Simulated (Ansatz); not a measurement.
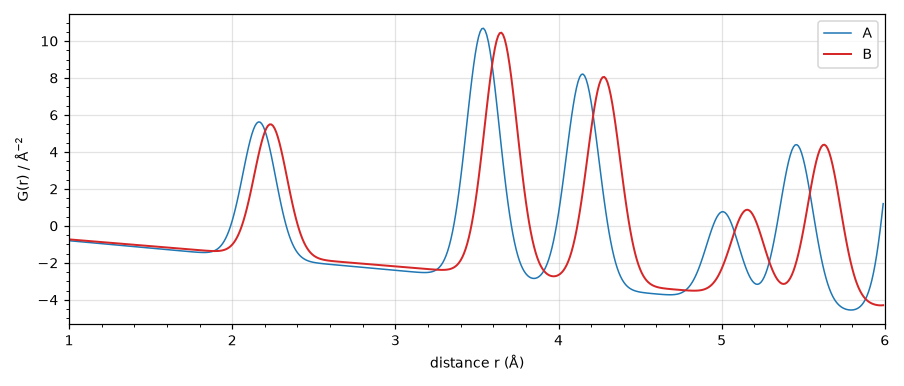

Computed X-ray G(r), with each pair weighted by the product of the atomic numbers (X-ray weights at Q = 0) and a uniform peak width σ = 0.10 Å. There is no Q-range truncation. Both curves are of Ni in space group Fd-3m, for two cells of different size. A: the geometry relaxed with Ansatz 0.2.0, DFT, PBEsol, plane waves (420 eV) with PAW, scalar-relativistic; the starting structure was generated, so it need not be a known form of this composition; B: the geometry relaxed with DFT, RPBE, plane waves (420 eV) with PAW, scalar-relativistic in Ansatz 0.2.0; the starting structure was generated, so it need not be a known form of this composition.

**Which cell is the larger, and by how much?**

Cell B is larger: the volume of B is 9.7 % above that of A (15.69 and 17.21 Å³ per atom), a mean linear change of 3.1 %. The shortest distance is 2.168 Å in A and 2.236 Å in B.

**Give both cells.**

Cell A: a = 5.007 Å, b = 5.007 Å, c = 5.007 Å, α = 90.00°, β = 90.00°, γ = 90.00°
Cell B: a = 5.164 Å, b = 5.164 Å, c = 5.164 Å, α = 90.00°, β = 90.00°, γ = 90.00°
